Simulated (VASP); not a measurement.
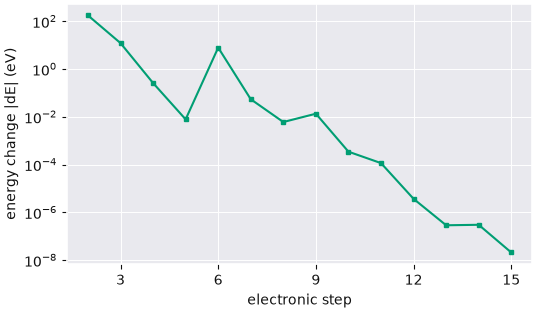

The plot shows the electronic steps of a calculation: energy change |dE|.

Program: VASP.

INCAR
```
ENCUT = 520.000000
SIGMA = 0.020000
EDIFF = 1.00e-07
ALGO = Normal
METAGGA = R2SCAN
PREC = Accurate
IBRION = -1
ISIF = 2
ISMEAR = -1
NBANDS = 17
NELM = 120
NSW = 0
LASPH = .TRUE.
LCHARG = .FALSE.
LWAVE = .FALSE.
LREAL = .FALSE.
```

KPOINTS
```
KPOINTS created by Atomic Simulation Environment
0
Gamma
8 8 8
0 0 0
```

POSCAR
```
Pb O
 1.0000000000000000
     3.2248366629000000    0.0000000000000000    0.0000000000000000
     0.0000000000000000    3.2248366629000000    0.0000000000000000
     0.0000000000000000    0.0000000000000000    3.2248366629000000
 Pb  O
   1   1
Cartesian
  0.0000000000000000  0.0000000000000000  0.0000000000000000
  1.6124183314500000  1.6124183314500000  1.6124183314500000
```

Q: Was self-consistency reached?

A: It converged, after 15 steps. The energy change falls unevenly and jumps up by a factor of two or more twice on the way down, most sharply at step 6 (by about 3 orders of magnitude). The jump at step 6 comes where the charge density, held fixed for the first 5 steps, starts to be updated.

Q: Read the energy change at the first and at the last step drawn.

A: It starts near 200 and ends near 2 × 10⁻⁸ eV.

Q: Is anything amiss with this input?

A: Nothing shows: the run converged and the program gave no warning.
